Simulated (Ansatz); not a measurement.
**Run report: ZnS, geometry relaxation (part 1 of 2)**

System: ZnS (2 atoms in the cell).
Method: DFT PBE, scalar-relativistic, plane waves, PAW, no spin polarisation (Ansatz 0.2.0).

The structure derives from an entry of the Crystallography Open Database. It belongs to a series of runs on one base structure; here: film's bulk on the substrate's plane, third vector and atoms relaxed.

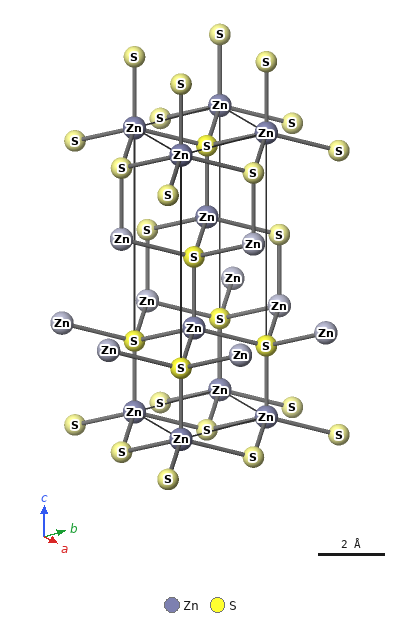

*The starting structure (ball-and-stick view of the cell 3 times as large as that of the calculation, set on its symmetry axes, seen slightly off an axis; neighbours outside the cell are drawn fainter). An atom can appear more than once, as a periodic image.*

Near neighbours in the periodic cell (some may lie outside the picture): Zn has 4 S at 2.21 to 2.46 Å; S has 4 Zn at 2.21 to 2.46 Å.

Input:
```yaml
crystal:
  lattice:
    - [4.0626003765, 0.0, 0.0]
    - [-2.0313001882, 3.5183151314, 0.0]
    - [2.0313001882, -1.1727717105, 2.9452573504]
  atoms:
    - { symbol: Zn, position: [0.0, 0.0, 0.0] }
    - { symbol: S, position: [0.75, 0.25, 0.75] }
basis:
  ecutwfc: 420
kpoints:
  mp_grid: { grid: [9, 9, 12] }
hamiltonian:
  xc: pbe
scf:
  occupations: { method: gaussian, width: 0.02 }
output:
  forces: true
  stress: true
  eigenvalues: true
relax:
  adjacent_minimum: "off"
  f_tol: 0.01
  max_steps: 50
  cell: { fix: [a, b, gamma], stress_tol: 0.1 }
```

Machine: 1 thread of Intel Xeon (Sapphire Rapids), 32 GiB of memory available, shared host.

Run as:
```bash
ansatz run input.yaml --threads 1 --pin off --max-ram 2560MiB --backend cpu --events-out ev --progress --plain --runs-dir out
```

Log:
```
Warning: crystal.symmetry: narrowed to the stabiliser of the k-point mesh — unitary ops 6 → 2; excluded 4 operations that carry a point of the 9×9×12 mesh (shift [0, 0, 0]) off the mesh (the run samples exactly the mesh kpoints.mp_grid names, as under crystal.symmetry.detect: false, and its converged state has the mesh's symmetry, not the crystal's; ε∞, the Born charges and the force constants of a linear response (`dielectric:` by the response, `phonons.method: dfpt`) are averaged over those of the crystal's operations that the state keeps within a tolerance, where `mesh_tensors`, `unaveraged_element` or `gamma_mean_max_change_ev_ang2` stands beside them; a row that `dielectric.field_direction` solves alone is averaged likewise, with nothing beside; a Γ-centred mesh of equal divisions is mapped onto itself by every operation and keeps the whole group, as does a half-shifted one under kpoints.further_shifts: images)
Engine: ansatz 0.2.0, x86_64-unknown-linux-gnu
Pseudopotentials: kind: paw
Pseudopotential: Zn, paw, valence charge 12, recommended cutoff 420 eV (normal), Zn.paw.azcp
Pseudopotential: S, paw, valence charge 6, recommended cutoff 420 eV (normal), S.paw.azcp
Functional definition: PBE
  parameter kappa = 0.804
  parameter beta = 0.06672455060314922
  exchange = pbe_x(kappa = kappa, mu = beta*pi^2/3)
  correlation = pbe_c(beta = beta)
Crystal: 2 atoms, lattice volume = 42.098 Å³
Basis set: ecut = 420 eV, 819 PW (Γ), exchange–correlation on 60×60×54 points (8 copies of the dense FFT grid, shifted against one another)
Bands: 13, of which v1, the nominal top of the filled ones, is band 9 counted from 1 (8 counted from 0)
Symmetry: 2 space group operations
k-points: 275 of 972 (time reversal used)
Non-local potential: Zn, projectors of the file, l = 0: 2, l = 1: 2, l = 2: 3, l = 3: 1
Non-local potential: S, projectors of the file, l = 0: 2, l = 1: 2, l = 2: 2
PAW form: soft (Blöchl's): semilocal exchange-correlation on the pseudo side does not see the compensation charge
PAW one-centre angular grid: Zn, 590 points (default); XC on 64 Gauss nodes
PAW one-centre angular grid: S, 110 points (default); XC on 64 Gauss nodes
Initial density: superposition of atomic densities (neutral atoms: chi_scale 0, normalization atom), corrected by the library's trained network
Initial wavefunctions: pseudopotential atomic-orbital guess
Functional: x = pbe(κ = 0.804, μ = 0.2195149727645171), c = pbe(β = 0.06672455060314922)
SCF iter   1: F=—  HF=-4222.567951 eV  |F-HF|=—  |Δ(HF+E_count)|=         —  Δρ=6.58e-4  dr2=2.21e-4  ethr=1.77e-3  ⟨swp⟩=5.9  Hψ=22246  notcnv=0
preconditioner: auto → none  [insulator: Δε(μ)=1.622 eV  Ē_g=11.920 eV  σ=0.020 eV  W_gap=1.00  n_scr=14 (ndim 8)  ℏωp=24.3 eV  f_vac=0.044  D(μ)=0.00/eV (n_scr^D=0)  ε∞_Penn≈5.1]
SCF iter   2: F=—  HF=-4222.568203 eV  |F-HF|=—  |Δ(HF+E_count)|=   2.52e-4  Δρ=4.60e-4  dr2=4.10e-5  ethr=1.23e-6  ⟨swp⟩=2.5  Hψ=9179  notcnv=0
SCF iter   3: F=—  HF=-4222.568212 eV  |F-HF|=—  |Δ(HF+E_count)|=   8.76e-6  Δρ=1.53e-4  dr2=6.09e-6  ethr=2.28e-7  ⟨swp⟩=2.1  Hψ=5611  notcnv=0
SCF iter   4: F=—  HF=-4222.568226 eV  |F-HF|=—  |Δ(HF+E_count)|=   1.39e-5  Δρ=6.95e-5  dr2=8.47e-7  ethr=3.38e-8  ⟨swp⟩=2.0  Hψ=5775  notcnv=0
SCF iter   5: F=—  HF=-4222.568231 eV  |F-HF|=—  |Δ(HF+E_count)|=   5.03e-6  Δρ=2.66e-5  dr2=1.69e-7  ethr=4.71e-9  ⟨swp⟩=2.0  Hψ=6050  notcnv=0
SCF iter   6: F=-4222.568232 eV  HF=-4222.568232 eV  |F-HF|=3.46e-8  |Δ(HF+E_count)|=   8.97e-7  Δρ=5.93e-6  dr2=7.52e-9  ethr=5.56e-10  ⟨swp⟩=5.0  Hψ=16753  notcnv=0
SCF 1 converged in 6 iterations: F = -4222.568232 eV  dr2 = 7.52e-9
  greatest PAW one-centre occupation: 0.984 electrons in one spin orbital (limit 2), on the Zn atom at site 0 (counted from 0), in its partial waves of l = 2
relax step   1: F+E_penalty+E_count = -4222.56823200 eV  Δ(F+E_penalty+E_count) = +0.000e0 eV  max|allowed force component| = 8.961e-1 eV/Å  Δτ_max = 0.0000 Å  P = -1.093 GPa  Ω = 42.098 Å³  fix = [a, b, gamma]  reactions: a -6.203, b -6.203 GPa; gamma +3.581 GPa/rad  (6 SCF iters, dr2 threshold 1.00e-7 eV, accepted)
Crystal: 2 atoms, lattice volume = 43.064 Å³
Basis set: ecut = 420 eV, 857 PW (Γ), exchange–correlation on 60×60×54 points (8 copies of the dense FFT grid, shifted against one another)
Initial density: handed on by an earlier stage of this run
Initial wavefunctions: those handed on with the density
iter 1 solved again at ethr=8.13e-6 eV; its pass at ethr=3.10e-3 eV (dr2=1.46e-3 eV) is discarded
SCF iter   1: F=—  HF=-4222.610930 eV  |F-HF|=—  |Δ(HF+E_count)|=         —  Δρ=1.64e-3  dr2=1.51e-3  ethr=8.13e-6  ⟨swp⟩=2.5  Hψ=29022  notcnv=0
preconditioner: auto → none  [insulator: Δε(μ)=1.560 eV  Ē_g=11.806 eV  σ=0.020 eV  W_gap=1.00  n_scr=14 (ndim 8)  ℏωp=24.0 eV  f_vac=0.050  D(μ)=0.00/eV (n_scr^D=0)  ε∞_Penn≈5.1]
SCF iter   2: F=—  HF=-4222.610420 eV  |F-HF|=—  |Δ(HF+E_count)|=   5.10e-4  Δρ=5.37e-4  dr2=1.03e-4  ethr=8.13e-6  ⟨swp⟩=2.2  Hψ=6949  notcnv=0
SCF iter   3: F=—  HF=-4222.610403 eV  |F-HF|=—  |Δ(HF+E_count)|=   1.68e-5  Δρ=4.15e-4  dr2=3.88e-5  ethr=5.72e-7  ⟨swp⟩=2.0  Hψ=5800  notcnv=0
SCF iter   4: F=—  HF=-4222.610397 eV  |F-HF|=—  |Δ(HF+E_count)|=   6.36e-6  Δρ=9.86e-5  dr2=2.88e-6  ethr=2.16e-7  ⟨swp⟩=2.0  Hψ=5773  notcnv=0
SCF iter   5: F=—  HF=-4222.610396 eV  |F-HF|=—  |Δ(HF+E_count)|=   6.90e-7  Δρ=3.20e-5  dr2=2.08e-7  ethr=1.60e-8  ⟨swp⟩=2.0  Hψ=5775  notcnv=0
SCF iter   6: F=-4222.610396 eV  HF=-4222.610396 eV  |F-HF|=9.70e-9  |Δ(HF+E_count)|=   1.05e-7  Δρ=6.11e-6  dr2=9.54e-9  ethr=1.11e-9  ⟨swp⟩=5.0  Hψ=17015  notcnv=0
SCF 2 converged in 6 iterations: F = -4222.610396 eV  dr2 = 9.54e-9
relax step   2: F+E_penalty+E_count = -4222.61039614 eV  Δ(F+E_penalty+E_count) = -4.216e-2 eV  max|allowed force component| = 5.292e-1 eV/Å  Δτ_max = 0.0021 Å  P = -3.014 GPa  Ω = 43.064 Å³  energy of the carried Pulay correction = -3.569e-4 eV  fix = [a, b, gamma]  reactions: a -6.607, b -6.607 GPa; gamma +3.815 GPa/rad  (6 SCF iters, dr2 threshold 2.00e-7 eV, accepted)
Crystal: 2 atoms, lattice volume = 43.505 Å³
Basis set: ecut = 420 eV, 863 PW (Γ), exchange–correlation on 60×60×54 points (8 copies of the dense FFT grid, shifted against one another)
iter 1 solved again at ethr=9.81e-6 eV; its pass at ethr=3.10e-3 eV (dr2=1.77e-3 eV) is discarded
SCF iter   1: F=—  HF=-4222.630999 eV  |F-HF|=—  |Δ(HF+E_count)|=         —  Δρ=2.31e-3  dr2=1.70e-3  ethr=9.81e-6  ⟨swp⟩=1.8  Hψ=28091  notcnv=0
preconditioner: auto → none  [insulator: Δε(μ)=1.483 eV  Ē_g=11.746 eV  σ=0.020 eV  W_gap=1.00  n_scr=14 (ndim 8)  ℏωp=23.9 eV  f_vac=0.048  D(μ)=0.00/eV (n_scr^D=0)  ε∞_Penn≈5.1]
SCF iter   2: F=—  HF=-4222.630395 eV  |F-HF|=—  |Δ(HF+E_count)|=   6.04e-4  Δρ=7.80e-4  dr2=1.29e-4  ethr=9.45e-6  ⟨swp⟩=2.0  Hψ=6820  notcnv=0
SCF iter   3: F=—  HF=-4222.630395 eV  |F-HF|=—  |Δ(HF+E_count)|=   3.09e-7  Δρ=4.14e-4  dr2=4.20e-5  ethr=7.16e-7  ⟨swp⟩=2.0  Hψ=5757  notcnv=0
SCF iter   4: F=—  HF=-4222.630390 eV  |F-HF|=—  |Δ(HF+E_count)|=   5.20e-6  Δρ=1.35e-4  dr2=4.56e-6  ethr=2.34e-7  ⟨swp⟩=2.0  Hψ=5774  notcnv=0
SCF iter   5: F=—  HF=-4222.630390 eV  |F-HF|=—  |Δ(HF+E_count)|=   4.67e-7  Δρ=4.19e-5  dr2=4.86e-7  ethr=2.53e-8  ⟨swp⟩=2.5  Hψ=6209  notcnv=0
SCF iter   6: F=-4222.630390 eV  HF=-4222.630390 eV  |F-HF|=8.71e-9  |Δ(HF+E_count)|=   1.55e-7  Δρ=8.81e-6  dr2=1.37e-8  ethr=1.11e-9  ⟨swp⟩=5.6  Hψ=17424  notcnv=0
SCF 3 converged in 6 iterations: F = -4222.630390 eV  dr2 = 1.37e-8
relax step   3: F+E_penalty+E_count = -4222.63039043 eV  Δ(F+E_penalty+E_count) = -1.999e-2 eV  max|allowed force component| = 1.553e-1 eV/Å  Δτ_max = 0.0194 Å  P = -4.125 GPa  Ω = 43.505 Å³  energy of the carried Pulay correction = -5.173e-4 eV  fix = [a, b, gamma]  reactions: a -6.676, b -6.676 GPa; gamma +3.854 GPa/rad  (6 SCF iters, dr2 threshold 2.00e-7 eV, accepted)
Crystal: 2 atoms, lattice volume = 43.587 Å³
iter 1 solved again at ethr=2.63e-6 eV; its pass at ethr=3.10e-3 eV (dr2=4.73e-4 eV) is discarded
SCF iter   1: F=—  HF=-4222.632729 eV  |F-HF|=—  |Δ(HF+E_count)|=         —  Δρ=1.38e-3  dr2=4.65e-4  ethr=2.63e-6  ⟨swp⟩=2.1  Hψ=27203  notcnv=0
preconditioner: auto → none  [insulator: Δε(μ)=1.448 eV  Ē_g=11.728 eV  σ=0.020 eV  W_gap=1.00  n_scr=14 (ndim 8)  ℏωp=23.9 eV  f_vac=0.046  D(μ)=0.00/eV (n_scr^D=0)  ε∞_Penn≈5.1]
SCF iter   2: F=—  HF=-4222.632577 eV  |F-HF|=—  |Δ(HF+E_count)|=   1.52e-4  Δρ=5.08e-4  dr2=4.82e-5  ethr=2.59e-6  ⟨swp⟩=2.4  Hψ=5902  notcnv=0
SCF iter   3: F=—  HF=-4222.632572 eV  |F-HF|=—  |Δ(HF+E_count)|=   4.84e-6  Δρ=1.57e-4  dr2=6.28e-6  ethr=2.68e-7  ⟨swp⟩=2.0  Hψ=5016  notcnv=0
SCF iter   4: F=—  HF=-4222.632573 eV  |F-HF|=—  |Δ(HF+E_count)|=   1.45e-6  Δρ=9.41e-5  dr2=2.65e-6  ethr=3.49e-8  ⟨swp⟩=2.0  Hψ=5775  notcnv=0
SCF iter   5: F=-4222.632572 eV  HF=-4222.632572 eV  |F-HF|=1.33e-7  |Δ(HF+E_count)|=   9.92e-7  Δρ=2.23e-5  dr2=1.74e-7  ethr=1.11e-9  ⟨swp⟩=3.9  Hψ=16228  notcnv=0
SCF 4 converged in 5 iterations: F = -4222.632572 eV  dr2 = 1.74e-7
relax step   4: F+E_penalty+E_count = -4222.63257214 eV  Δ(F+E_penalty+E_count) = -2.182e-3 eV  max|allowed force component| = 1.053e-3 eV/Å  Δτ_max = 0.0127 Å  P = -4.429 GPa  Ω = 43.587 Å³  energy of the carried Pulay correction = -5.468e-4 eV  fix = [a, b, gamma]  reactions: a -6.639, b -6.639 GPa; gamma +3.833 GPa/rad  (5 SCF iters, dr2 threshold 2.00e-7 eV, accepted)
Initial wavefunctions: pseudopotential atomic-orbital guess (no wavefunctions were taken with the density)
iter 1 solved again at ethr=2.44e-7 eV; its pass at ethr=3.10e-3 eV (dr2=4.39e-5 eV) is discarded
SCF iter   1: F=—  HF=-4222.631921 eV  |F-HF|=—  |Δ(HF+E_count)|=         —  Δρ=3.25e-4  dr2=1.48e-6  ethr=2.44e-7  ⟨swp⟩=3.0  Hψ=30996  notcnv=0
preconditioner: auto → none  [insulator: Δε(μ)=1.451 eV  Ē_g=11.727 eV  σ=0.020 eV  W_gap=1.00  n_scr=14 (ndim 8)  ℏωp=23.9 eV  f_vac=0.046  D(μ)=0.00/eV (n_scr^D=0)  ε∞_Penn≈5.1]
SCF iter   2: F=—  HF=-4222.632812 eV  |F-HF|=—  |Δ(HF+E_count)|=   8.91e-4  Δρ=1.75e-4  dr2=1.37e-6  ethr=8.22e-9  ⟨swp⟩=2.0  Hψ=5980  notcnv=0
SCF iter   3: F=—  HF=-4222.633051 eV  |F-HF|=—  |Δ(HF+E_count)|=   2.39e-4  Δρ=7.42e-5  dr2=1.77e-7  ethr=7.64e-9  ⟨swp⟩=2.0  Hψ=5775  notcnv=0
SCF iter   4: F=—  HF=-4222.633110 eV  |F-HF|=—  |Δ(HF+E_count)|=   5.88e-5  Δρ=1.16e-5  dr2=6.17e-9  ethr=9.82e-10  ⟨swp⟩=2.0  Hψ=5791  notcnv=0
SCF iter   5: F=—  HF=-4222.633111 eV  |F-HF|=—  |Δ(HF+E_count)|=   1.22e-6  Δρ=2.82e-6  dr2=7.48e-10  ethr=3.43e-11  ⟨swp⟩=2.0  Hψ=6049  notcnv=0
SCF iter   6: F=-4222.633111 eV  HF=-4222.633111 eV  |F-HF|=1.95e-9  |Δ(HF+E_count)|=   7.71e-8  Δρ=5.15e-7  dr2=4.87e-11  ethr=1.00e-12  ⟨swp⟩=3.0  Hψ=13915  notcnv=0
SCF 5 converged in 6 iterations: F = -4222.633111 eV  dr2 = 4.87e-11
relax step   5: F+E_penalty+E_count = -4222.63311137 eV  Δ(F+E_penalty+E_count) = -5.392e-4 eV  max|allowed force component| = 1.119e-3 eV/Å  Δτ_max = 0.0000 Å  P = -4.432 GPa  Ω = 43.587 Å³  fix = [a, b, gamma]  reactions: a -6.642, b -6.642 GPa; gamma +3.835 GPa/rad  stress off target by 1.03e-2 GPa on what of the cell is left free  SCF on the basis re-selected at this cell (its energy is not comparable with the rows above)  (6 SCF iters)
```
